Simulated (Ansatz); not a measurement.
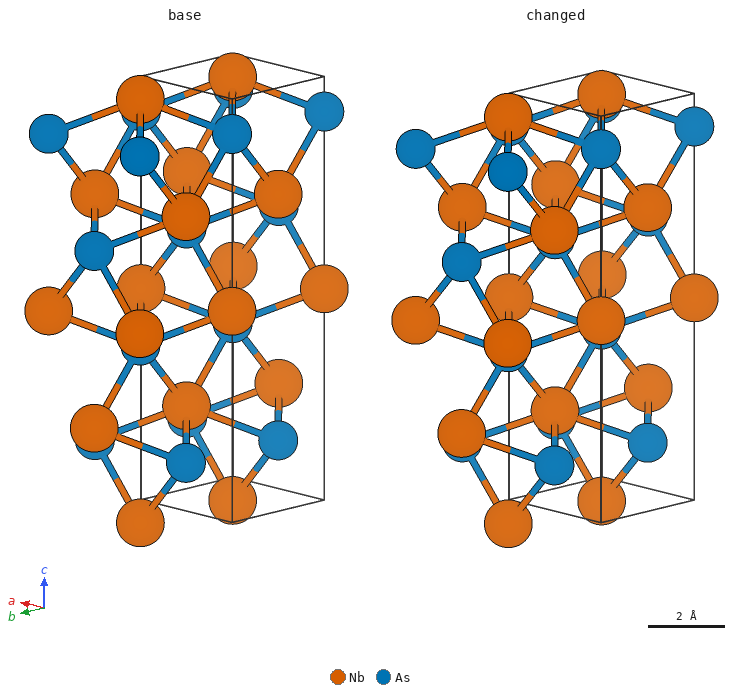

Left: a crystal of NbAs (set up in I4_1md). Right: the same structure after one change, at the same scale. A ball-and-stick model of the cell of the calculation, repeated 1 × 2 × 1 with one cell outlined, seen from a free direction.

The calculation used DFT PBEsol, scalar-relativistic, plane waves, PAW in Ansatz 0.2.0. (plane-wave cutoff 420 eV; k-point mesh 10 × 10 × 4; occupations gaussian; smearing width 0.1 eV; no spin polarisation)

**Which change leads from the left to the right?**

Uniaxial strain along c, −4.0 %, is applied. The a and b axes and the atoms are relaxed.

**How do the computed properties respond?**

The energy rises by 15.7 meV per atom. The pressure goes from 0.0 to 2.5 GPa. The principal stresses (compression positive) are 7.6 GPa along c and none across it. Both are metals. The volume changes by −1.9 %, with a = b 3.439 → 3.478 Å (+1.1 %), c 11.593 → 11.129 Å (−4.0 %). The largest moves relative to the cell, 0.018 Å, are those of Nb and As atoms. Largest moves by element: As 0.018 Å, Nb 0.018 Å. Some distances before and after: As–Nb 2.607 → 2.583 to 2.609 Å. The space group stays I4_1md (No. 109).
